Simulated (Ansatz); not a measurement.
TaSi$_{2}$: several calculations on one system

**1. Relaxation**

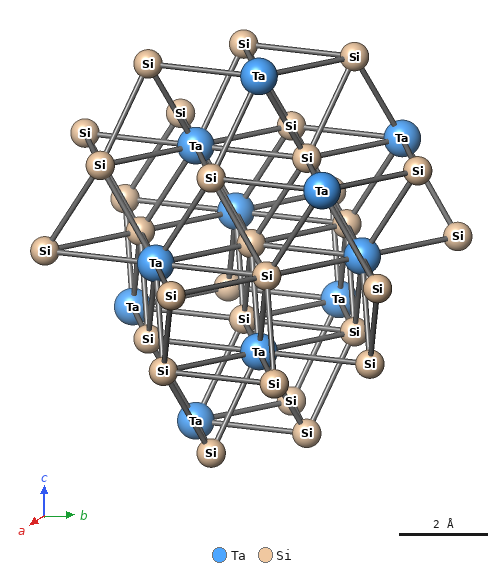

Starting structure of a crystal of TaSi$_{2}$ (set up in P6_222) (coarse preliminary run). The picture is a ball-and-stick view of the atoms within 5.0 Å of the atom that moves most (axes of the cell of the calculation), seen slightly off an axis.

These are results of DFT PBEsol, scalar-relativistic, plane waves, PAW (Ansatz), not measurements.

The input:
```yaml
crystal:
  lattice:
    - [4.7799993808, 0.0, 0.0]
    - [-2.3899996904, 4.1396008938, 0.0]
    - [0.0, 0.0, 6.564]
  atoms:
    - { symbol: Ta, position: [0.5, 0.0, 0.5] }
    - { symbol: Ta, position: [0.5, 0.5, 0.8333333333] }
    - { symbol: Ta, position: [0.0, 0.5, 0.1666666667] }
    - { symbol: Si, position: [0.16665, 0.3333, 0.5] }
    - { symbol: Si, position: [0.83335, 0.16665, 0.8333333333] }
    - { symbol: Si, position: [0.6667, 0.83335, 0.1666666667] }
    - { symbol: Si, position: [0.83335, 0.6667, 0.5] }
    - { symbol: Si, position: [0.16665, 0.83335, 0.8333333333] }
    - { symbol: Si, position: [0.3333, 0.16665, 0.1666666667] }
basis:
  ecutwfc: 420
kpoints:
  mp_grid: { grid: [6, 6, 4] }
hamiltonian:
  xc: pbesol
scf:
  occupations: { method: gaussian, width: 0.1 }
output:
  forces: true
  stress: true
  eigenvalues: true
relax:
  adjacent_minimum: "off"
  f_tol: 0.05
  max_steps: 80
  cell: { stress_tol: 0.5 }
```

Launched with:
```bash
ansatz run input.yaml --threads 1 --pin off --max-ram 2560MiB --backend cpu --events-out ev --progress --plain --runs-dir out
```

> Predict the outcome.

The energy falls by 15.6 meV per atom in 3 accepted moves (4 points after the start). The largest force component goes from 0.72 to 0.0015 eV/Å. The pressure goes from −1.24 to −0.08 GPa. The SCF was repeated once at an unchanged geometry on a basis and grid sized afresh for the cell, which shifted the energy by less than 0.05 meV per atom at most. The largest moves relative to the cell, 0.058 Å, are those of Si4, Si5, Si6, Si7, Si8 and Si9. Si8 goes along [−1 1 0]. Ta stays in place. The drawn cell changes as follows: a = b 4.780 → 4.758 Å (−0.5 %), c unchanged at 6.564 Å; the volume changes by −0.9 %. Among the contacts that change: Si4–Si7 2.759 → 2.631 Å, Ta1–Si4 2.760 → 2.805 Å, Ta1–Si4 (another image) 2.760 → 2.719 Å, Si4–Si5 2.587 → 2.553 Å. The space group stays P6_222 (No. 180).

History of the run:

```tsv
step	E − E(0), meV/atom	largest force component, eV/Å	pressure, GPa	volume, Å³/atom	note
0	0.00	0.7173	-1.24	14.432	
1	-13.93	0.1436	0.69	14.232	
2	-15.46	0.0036	-0.42	14.332	
3	-15.60	0.0015	-0.07	14.301	
4	-15.56	0.0015	-0.08	14.301	same geometry, new basis
```

After the run, drawn alike:

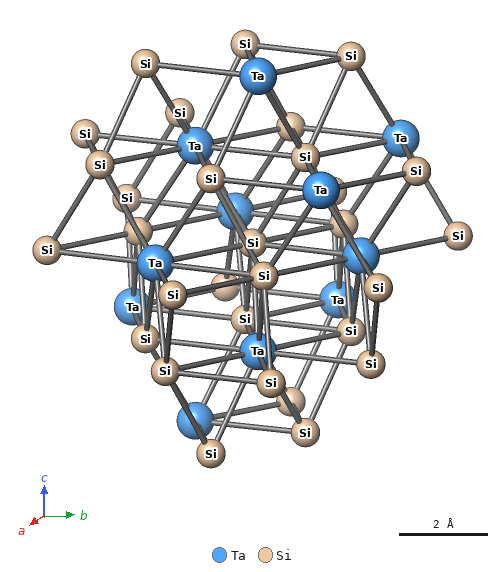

**2. Relaxation**

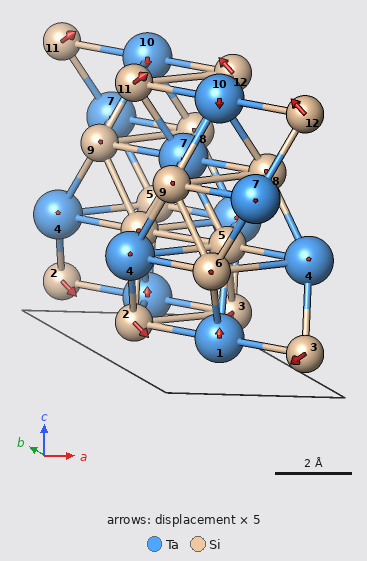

This is a relaxation of a slab of composition TaSi2 (cut from the P6_222 phase). The starting structure is drawn; red arrows show the displacements, 5 times their true length.

The picture is a ball-and-stick view of the 1 × 2 repeat of the cell, outlined in the plane, without the vacuum, seen slightly off an axis.

Case: (0 0 1) slab, atoms relaxed. The slab is the (0 0 1) face of TaSi2.

Method: DFT PBEsol, scalar-relativistic, plane waves, PAW in Ansatz.

Input file:
```yaml
crystal:
  lattice:
    - [4.7608595293, 0.0, 0.0]
    - [-2.3804297646, 4.1230252962, 0.0]
    - [0.0, 0.0, 21.5557841521]
  atoms:
    - { symbol: Ta, position: [0.5, 0.5, 0.3479344545] }
    - { symbol: Si, position: [0.1592675438, 0.8407324562, 0.3479344545] }
    - { symbol: Si, position: [0.8407324562, 0.1592675438, 0.3479344545] }
    - { symbol: Ta, position: [0.0, 0.5, 0.4493114848] }
    - { symbol: Si, position: [0.6814649125, 0.8407324562, 0.4493114848] }
    - { symbol: Si, position: [0.3185350875, 0.1592675438, 0.4493114848] }
    - { symbol: Ta, position: [0.5, 0.0, 0.5506885152] }
    - { symbol: Si, position: [0.8407324562, 0.6814649125, 0.5506885152] }
    - { symbol: Si, position: [0.1592675438, 0.3185350875, 0.5506885152] }
    - { symbol: Ta, position: [0.5, 0.5, 0.6520655455] }
    - { symbol: Si, position: [0.1592675438, 0.8407324562, 0.6520655455] }
    - { symbol: Si, position: [0.8407324562, 0.1592675438, 0.6520655455] }
basis:
  ecutwfc: 420
kpoints:
  mp_grid: { grid: [9, 9, 1] }
hamiltonian:
  xc: pbesol
scf:
  occupations: { method: gaussian, width: 0.1 }
output:
  forces: true
  eigenvalues: true
  write_density: true
  write_potential: true
  elf: true
  volumetric_format: npy
relax:
  adjacent_minimum: "off"
  f_tol: 0.02
  max_steps: 60
efield:
  axis: 3
  dipole_correction: true
  ramp_width: 0.04
```

Launched with:
```bash
ansatz run input.yaml --threads 1 --pin off --max-ram 2560MiB --backend cpu --events-out ev --progress --plain --runs-dir out
```

### Atoms of which element are displaced furthest, and by how much?

Silicon: up to 0.12 Å, against 0.06 Å for tantalum.

### What happened in the run?

After 6 geometry steps the energy has fallen by 0.263 eV per cell of the calculation. Largest force component: 1.2 eV/Å at the start, 0.0054 eV/Å at the end. The largest moves relative to the layer's centre, 0.12 Å, are those of Si2, Si3, Si11 and Si12. Si3 goes at 53° to the normal (−c side). Largest moves by element: Si 0.12 Å, Ta 0.06 Å. The lattice vectors keep their values. Near-neighbour distances that change, for instance: Si11–Si12 2.627 → 2.821 Å, Si11–Si12 (another image) 2.812 → 2.708 Å, Ta10–Si11 2.810 → 2.716 Å, Si2–Si6 2.550 → 2.630 Å. Among the angles between lasting bonds that change: Ta1–Si3–Si5 105.4° → 100.5°, Ta1–Si3–Ta4 122.7° → 118.0°, Ta1–Si3–Ta1 122.2° → 118.5°.

**3. A change**

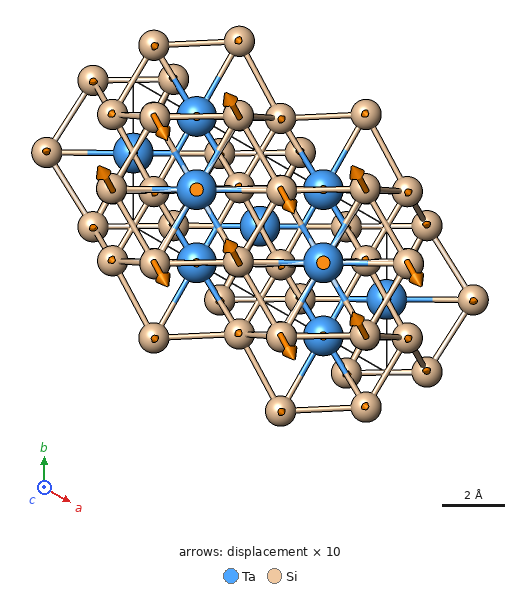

A (0 0 1) slab of TaSi2 as cut from the relaxed bulk, drawn pale, and a changed version of it, drawn solid. The orange arrows show how the atoms are displaced, magnified 10 times. The picture is a ball-and-stick view of the 2 × 1 repeat of the cell, outlined in the plane, without the vacuum, seen along the c axis.

Computed with DFT PBEsol, scalar-relativistic, plane waves, PAW (Ansatz). (plane-wave cutoff 420 eV; occupations gaussian; smearing width 0.1 eV; no spin polarisation) The k-mesh is chosen for each cell (9×9×6, 9×9×1).

What was done to the structure, and with what result?

Answer. The atoms of the slab are relaxed at the bulk's in-plane cell. The surface energy (mean of the two faces) falls from 2.70 to 2.59 J/m². The top spacing, between the TaSi2 and TaSi2 planes, goes from 2.19 to 2.21 Å (+1.2 %), the bottom one (TaSi2 to TaSi2) from 2.19 to 2.21 Å (+1.2 %). The top plane rumples by 0.13 Å. The cell doesn't change. The largest moves relative to the layer's centre, 0.12 Å, are those of Si atoms. Largest moves by element: Si 0.12 Å, Ta 0.06 Å. Among the bonded contacts that change: Si–Si 2.627 → 2.620 to 2.821 Å, Si–Si 2.812 → 2.708 to 2.846 Å, Si–Ta 2.810 → 2.716 to 2.814 Å, Si–Si 2.550 → 2.561 to 2.630 Å.
